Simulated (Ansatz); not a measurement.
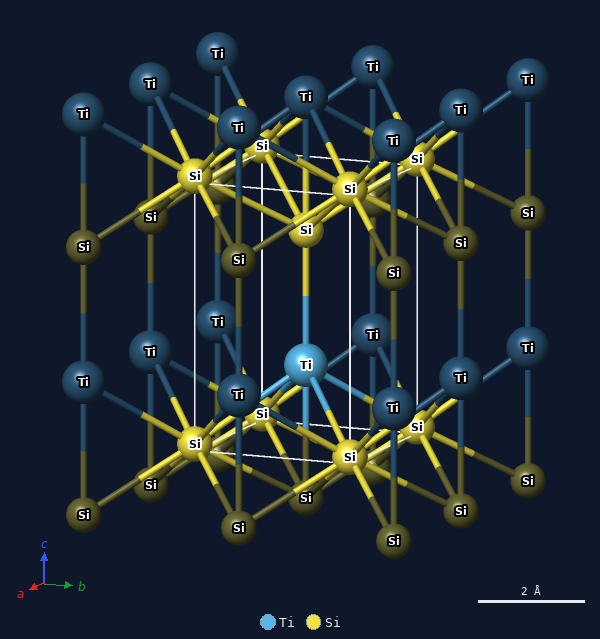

Ball-and-stick model, viewed slightly off an axis. Thin lines show the conventional unit cell, with boundary atoms drawn in all their periodic places. Periodic images bonded to atoms of the box are shown as well, in fainter colours. Cell: a = 3.20 Å, b = 3.20 Å, c = 5.17 Å, α = 90.00°, β = 90.00°, γ = 90.00°.

Provenance: a random cell made by a generator, so it need not be a real form of the compound. Earlier steps of the study, as a rule a relaxation of our own, may have changed the cell and positions, so they can lie some per cent off the listed ones. A calculation with Ansatz used it as input.

### In words:

Its composition is TiSi₂. The lattice is primitive tetragonal and the space group P4mm (No. 99). One cell contains 1 Ti, 2 Si, 3 atoms in all. Coordination numbers from the bonds drawn: Ti 6 and Si 6 to 8 (mean 7.0). Not all metal-metal contacts are counted.

Run with DFT PBE, scalar-relativistic, plane waves, PAW (Ansatz 0.2.0) and these settings: an energy cutoff of 420 eV, Brillouin-zone sampling on a 14×14×10 mesh, Gaussian smearing of 0.1 eV, no spin polarisation.

### Is the electronic structure metallic or gapped?

A metal: bands cross the Fermi level.

### State the Bader charges by element.

Ti +1.07 e; Si -0.69 to -0.38 e.

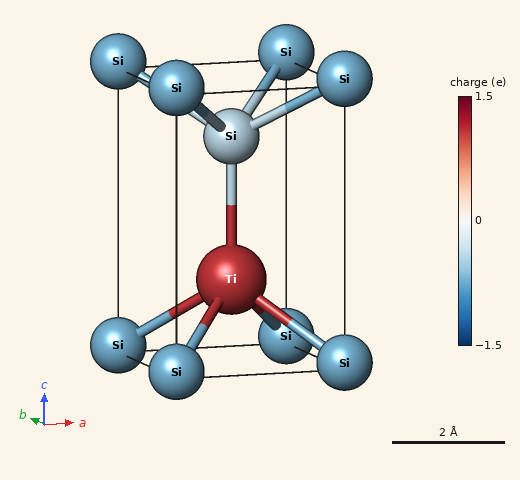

The atoms coloured by those charges. The run's cell of 3 atoms is drawn.

### Has the structure come to rest?

Yes. All forces vanish to within 0.01 eV/Å. The pressure is 0.0 GPa, close to zero.
